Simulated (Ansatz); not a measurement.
**Two runs on MoSe**

System: MoSe (2 atoms in the cell).
Method of run 1: Kohn-Sham DFT of a periodic cell, RPBE with D3(BJ), Ansatz PAW, no spin polarisation (Ansatz 0.2.0).

The structure was built on a prototype by a generator; it need not be a known phase. Text and figures count atoms from 1; the logs count them from 0 in places.

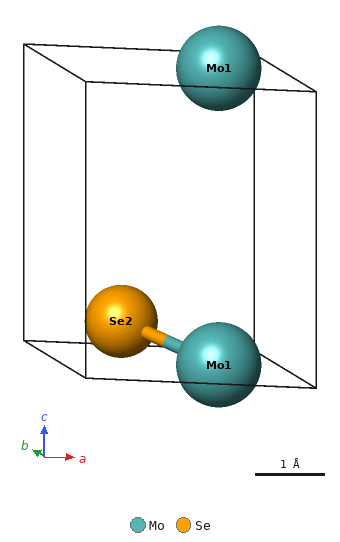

Figure 1. The input geometry (ball-and-stick view of the cell of the calculation, seen slightly off an axis; atoms are numbered from 1 in the order of the input). Near neighbours in the crystal (not all of them lie inside the picture): Mo has 3 Se at 2.04 Å; Se has 3 Mo at 2.04 Å.

The input, run 1:
```yaml
crystal:
  lattice:
    - [3.47066859, 0.0, 0.0]
    - [-1.7353343, 3.00568717, 0.0]
    - [0.0, 0.0, 4.37279534]
  atoms:
    - { symbol: Mo, position: [0.66666667, 0.33333333, 0.02544455] }
    - { symbol: Se, position: [0.33333333, 0.66666667, 0.11843047] }
hamiltonian:
  xc: rpbe
  pseudopotentials: { kind: paw }
  dispersion: d3bj
kpoints:
  mp_grid: { grid: [9, 9, 6] }
scf:
  occupations: { method: fermi_dirac, width: 0.05 }
output:
  forces: true
  stress: true
  eigenvalues: true
relax:
  f_tol: 0.01
  max_steps: 40
  cell: { stress_tol: 0.05 }
```

Command:
```bash
ansatz run input.yaml --threads 2 --pin off --max-ram 5632MiB --backend cpu --events-out ev --progress --plain --runs-dir out
```

Hardware: 2 threads of Intel Xeon @ 2.50GHz (Skylake/Cascade Lake), 189 GiB of memory available, shared host.

Output, shortened to warnings, some set-up lines, iterations and results (run 1):
```
Basis set: ecut = 420 eV, 885 PW (Γ), exchange–correlation on 48×48×60 points (8 copies of the dense FFT grid, shifted against one another)
Symmetry: 6 space group operations
k-points: 62 of 486 (time reversal used)
Initial density: superposition of atomic densities (neutral atoms: chi_scale 0, normalization atom), corrected by the library's trained network
[...]
SCF iter   1: F=—  HF=-10436.345625 eV  |F-HF|=—  |Δ(HF+E_count)|=         —  Δρ=7.33e-3  dr2=2.56e-2  ethr=1.77e-3  ⟨swp⟩=6.0  Hψ=5945  notcnv=0
SCF iter   2: F=—  HF=-10436.355834 eV  |F-HF|=—  |Δ(HF+E_count)|=   1.02e-2  Δρ=4.28e-3  dr2=6.66e-3  ethr=8.52e-5  ⟨swp⟩=2.0  Hψ=2790  notcnv=0
SCF iter   3: F=—  HF=-10436.354906 eV  |F-HF|=—  |Δ(HF+E_count)|=   9.28e-4  Δρ=1.21e-3  dr2=9.01e-4  ethr=2.22e-5  ⟨swp⟩=2.0  Hψ=2294  notcnv=0
SCF iter   4: F=—  HF=-10436.355023 eV  |F-HF|=—  |Δ(HF+E_count)|=   1.18e-4  Δρ=3.86e-4  dr2=1.37e-4  ethr=3.00e-6  ⟨swp⟩=3.0  Hψ=2127  notcnv=0
SCF iter   5: F=—  HF=-10436.355057 eV  |F-HF|=—  |Δ(HF+E_count)|=   3.39e-5  Δρ=8.52e-5  dr2=2.84e-6  ethr=4.57e-7  ⟨swp⟩=2.0  Hψ=1552  notcnv=0
[... 126 lines ...]
SCF iter   5: F=-10444.502184 eV  HF=-10444.502184 eV  |F-HF|=0.00e0  |Δ(HF+E_count)|=    0.00e0  Δρ=2.58e-8  dr2=1.44e-13  ethr=1.00e-12  ⟨swp⟩=1.0  Hψ=1178  notcnv=0
SCF iter   6: F=-10444.502184 eV  HF=-10444.502184 eV  |F-HF|=1.82e-12  |Δ(HF+E_count)|=    0.00e0  Δρ=1.58e-8  dr2=4.88e-14  ethr=1.00e-12  ⟨swp⟩=1.0  Hψ=1178  notcnv=0
SCF iter   7: F=-10444.502184 eV  HF=-10444.502184 eV  |F-HF|=0.00e0  |Δ(HF+E_count)|=  3.64e-12  Δρ=8.13e-9  dr2=1.13e-14  ethr=1.00e-12  ⟨swp⟩=2.3  Hψ=3501  notcnv=0
SCF 16 converged in 7 iterations: F = -10444.502184 eV  dr2 = 1.13e-14
relax step  16: F+E_penalty+E_count = -10444.50218380 eV  Δ(F+E_penalty+E_count) = +2.174e-6 eV  max|allowed force component| = 5.993e-5 eV/Å  Δτ_max = 0.0000 Å  P = -0.000 …
basis re-selected at this cell: Δ(F+E_penalty+E_count) = +2.174e-6 eV, ΔP = +0.000 GPa vs the last step (what re-selecting the basis moved, of the pressure what is left beyond the Pulay correction that the steps carried, after the strain that the cell walked since its last selection, with what the …
SCF converged after 7 iterations
Free energy (F): -10444.502184 eV
Harris-Foulkes:  -10444.502184 eV  (|F-HF|=0.00e0)
Internal energy: -10444.488015 eV  (E = F + TS)
E sigma→0 (E₀):  -10444.495099 eV
Entropy (-TS):   -0.014169 eV (-7.084 meV/atom)
Fermi energy:    22.389332 eV
--- Per-component energies (eV) ---
  E_band       = -232.618485
  E_kinetic    = 574.702126
  E_local      = -2408.502520  (includes V_loc(G=0)·N_el)
  E_nonlocal   = -451.636543
  E_hartree    = 1156.218740
  E_xc         = -293.142402
  E_vxc        = -334.351352  (∫ρ·V_xc dr)
  E_paw        = -5127.030435  (= ΣΔE_a)
  E_vpaw       = 74.732882  (= ΣTr[D̂ρ^β])
  E_aug_tail   = -0.000559  (compensation charges beyond the density's cutoff)
  E_ewald      = -3887.250978
  E_disp       = -7.479762  (pairwise vdW)
  E_core_change = -0.365682  (= ΣΔE_core)
  E_smearing   = -0.014169  (= −TS)
  E_closure    = -0.000000  (closes the sum)
  Σ components = -10444.502184   (vs F -10444.502184, Δ=0.00e0)
--- Forces (eV/Å), atoms counted from 1 ---
  atom   1  Mo    -0.00000000    -0.00000000    -0.00005990
  atom   2  Se    -0.00000000     0.00000000     0.00005996
  max |Σ_I F_I| component: 5.85e-8 eV/Å
--- Stress (GPa, compression-positive) ---
       -0.000581       0.000000       0.000000
        0.000000      -0.000581      -0.000000
        0.000000      -0.000000       0.000108
  P = ⅓ Tr σ = -0.0004 GPa (-0.004 kbar)
--- Relaxed structure (14 steps of the walk, 13 accepted, 2 SCFs on fresh bases) ---
  F+E_penalty+E_count = -10444.50218380 eV   max|allowed force component| = 5.993e-5 eV/Å   (the final SCF, on the basis selected at the relaxed cell)
  cell:  # Å, volume = 27.4991 Å³
    - [2.9381541700397933, 2.443829067517761e-9, 6.946979004274519e-17]
    - [-1.4690770871363148, 2.5445161502677296, 3.4734895038052794e-17]
    - [8.752698964242016e-17, 1.010674622569541e-16, 3.678223444183918]
  atoms:
    - { symbol: Mo, position: [0.6666666666666666, 0.3333333333333333, -0.17806200289179155] }
[...]
```

For run 2 the input was changed thus:
```diff
-  xc: rpbe
+  xc: pbesol
```

Predict how the results change.

The total energies belong to different methods, so their difference says nothing on which is more stable or more accurate. The volume per atom goes from 13.75 to 15.45 Å³. The functional changes from RPBE to PBEsol. The SCF takes 108 iterations over all geometry steps against 104.

Output, shortened to warnings, some set-up lines, iterations and results (run 2):
```
WARN: dispersion: an atom stands within reach of a switch of its C6 between two reference coordination numbers of its element: through that C6 alone, e_disp changes by 0.025 eV or more while the distances to its neighbours run over a stretch of 0.05 Å that contains this geometry (sites counted from 0 in the run's list of atoms or, in a supercell that it derives, in that cell's: here a list of 2) …
Basis set: ecut = 420 eV, 885 PW (Γ), exchange–correlation on 48×48×60 points (8 copies of the dense FFT grid, shifted against one another)
Symmetry: 6 space group operations
k-points: 62 of 486 (time reversal used)
Initial density: superposition of atomic densities (neutral atoms: chi_scale 0, normalization atom), corrected by the library's trained network
[...]
SCF iter   1: F=—  HF=-10316.344452 eV  |F-HF|=—  |Δ(HF+E_count)|=         —  Δρ=7.46e-3  dr2=4.73e-2  ethr=1.77e-3  ⟨swp⟩=6.0  Hψ=5897  notcnv=0
SCF iter   2: F=—  HF=-10316.348157 eV  |F-HF|=—  |Δ(HF+E_count)|=   3.70e-3  Δρ=3.86e-3  dr2=5.97e-3  ethr=1.58e-4  ⟨swp⟩=2.0  Hψ=2228  notcnv=0
SCF iter   3: F=—  HF=-10316.348226 eV  |F-HF|=—  |Δ(HF+E_count)|=   6.87e-5  Δρ=1.92e-3  dr2=2.47e-3  ethr=1.99e-5  ⟨swp⟩=2.0  Hψ=2013  notcnv=0
SCF iter   4: F=—  HF=-10316.347628 eV  |F-HF|=—  |Δ(HF+E_count)|=   5.98e-4  Δρ=5.51e-4  dr2=2.96e-4  ethr=8.23e-6  ⟨swp⟩=2.2  Hψ=1433  notcnv=0
SCF iter   5: F=—  HF=-10316.347572 eV  |F-HF|=—  |Δ(HF+E_count)|=   5.51e-5  Δρ=1.77e-4  dr2=1.68e-5  ethr=9.88e-7  ⟨swp⟩=2.0  Hψ=1418  notcnv=0
[... 132 lines ...]
SCF iter   4: F=—  HF=-10322.829706 eV  |F-HF|=—  |Δ(HF+E_count)|=   7.71e-8  Δρ=3.98e-6  dr2=9.15e-10  ethr=1.35e-10  ⟨swp⟩=2.6  Hψ=2107  notcnv=0
SCF iter   5: F=-10322.829706 eV  HF=-10322.829706 eV  |F-HF|=3.64e-12  |Δ(HF+E_count)|=  9.55e-10  Δρ=2.45e-7  dr2=6.82e-12  ethr=3.05e-12  ⟨swp⟩=2.0  Hψ=2008  notcnv=0
SCF iter   6: F=-10322.829706 eV  HF=-10322.829706 eV  |F-HF|=1.82e-12  |Δ(HF+E_count)|=    0.00e0  Δρ=4.50e-8  dr2=7.51e-13  ethr=1.00e-12  ⟨swp⟩=4.0  Hψ=4809  notcnv=0
SCF 17 converged in 6 iterations: F = -10322.829706 eV  dr2 = 7.51e-13
relax step  17: F+E_penalty+E_count = -10322.82970580 eV  Δ(F+E_penalty+E_count) = +1.549e-3 eV  max|allowed force component| = 6.654e-5 eV/Å  Δτ_max = 0.0000 Å  P = -0.040 …
basis re-selected at this cell: Δ(F+E_penalty+E_count) = +1.549e-3 eV, ΔP = -0.041 GPa vs the last step (what re-selecting the basis moved, of the pressure what is left beyond the Pulay correction that the steps carried, after the strain that the cell walked since its last selection, with what the …
SCF converged after 6 iterations
Free energy (F): -10322.829706 eV
Harris-Foulkes:  -10322.829706 eV  (|F-HF|=1.82e-12)
Internal energy: -10322.815626 eV  (E = F + TS)
E sigma→0 (E₀):  -10322.822666 eV
Entropy (-TS):   -0.014080 eV (-7.040 meV/atom)
Fermi energy:    19.498680 eV
--- Per-component energies (eV) ---
  E_band       = -317.449040
  E_kinetic    = 566.653986
  E_local      = -2654.348716  (includes V_loc(G=0)·N_el)
  E_nonlocal   = -444.468648
  E_hartree    = 1237.425285
  E_xc         = -288.036523
  E_vxc        = -329.739247  (∫ρ·V_xc dr)
  E_paw        = -5013.749393  (= ΣΔE_a)
  E_vpaw       = 69.603586  (= ΣTr[D̂ρ^β])
  E_aug_tail   = -0.000549  (compensation charges beyond the density's cutoff)
  E_ewald      = -3726.312197
  E_disp       = -1.196620  (pairwise vdW)
  E_core_change = 1.217750  (= ΣΔE_core)
  E_smearing   = -0.014080  (= −TS)
  E_closure    = 0.000000  (closes the sum)
  Σ components = -10322.829706   (vs F -10322.829706, Δ=0.00e0)
--- Forces (eV/Å), atoms counted from 1 ---
  atom   1  Mo     0.00000000     0.00000000     0.00006644
  atom   2  Se     0.00000000     0.00000000    -0.00006665
  max |Σ_I F_I| component: 2.10e-7 eV/Å
--- Stress (GPa, compression-positive) ---
       -0.041189       0.000000      -0.000000
        0.000000      -0.041189       0.000000
       -0.000000       0.000000      -0.036808
  P = ⅓ Tr σ = -0.0397 GPa (-0.397 kbar)
--- Relaxed structure (16 steps of the walk, 16 accepted, 1 SCFs on fresh bases) ---
  F+E_penalty+E_count = -10322.82970580 eV   max|allowed force component| = 6.654e-5 eV/Å   (the final SCF, on the basis selected at the relaxed cell)
  cell:  # Å, volume = 30.8980 Å³
    - [3.1341422232838423, 2.6068434290112808e-9, 5.925161518940091e-17]
    - [-1.567071113899514, 2.7142467831338264, 2.9625807608927187e-17]
[...]
```

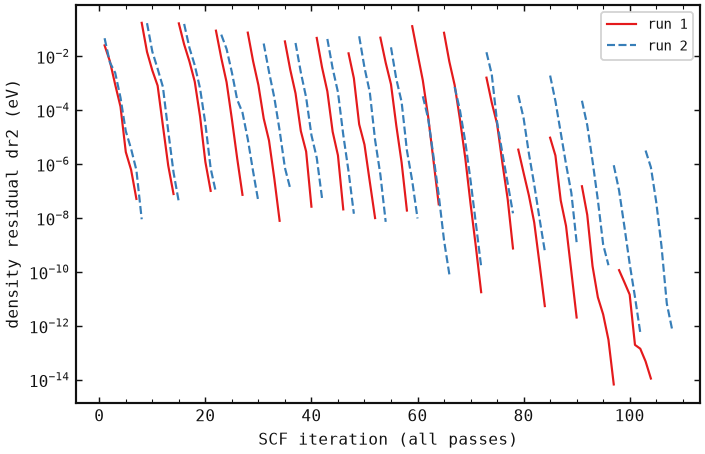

Figure 2. Convergence of the two runs: density residual dr2 against the SCF iteration. A break in a curve parts two SCF passes. Run 1 takes 104 iterations in all, and run 2 takes 108.

The two runs side by side:

| quantity | run 1 | run 2 |
| --- | --- | --- |
| outcome | converged | converged |
| free energy per atom (eV) | −5222.2511 | −5161.4149 |
| energy per atom, smearing taken to zero (eV) | −5222.2475 | −5161.4113 |
| gap on the mesh (eV) | 0.00 | 0.00 |
| pressure (GPa) | 0.00 | −0.04 |
| volume per atom (Å³) | 13.75 | 15.45 |
| largest force (eV/Å) | 0.000 | 0.000 |
| SCF iterations | 104 | 108 |
| irreducible k-points | 62 | 62 |
| wall time (shared host) | 88 s | 89 s |

For run 1: Points of doubt noted for this run: forces on files of another functional.
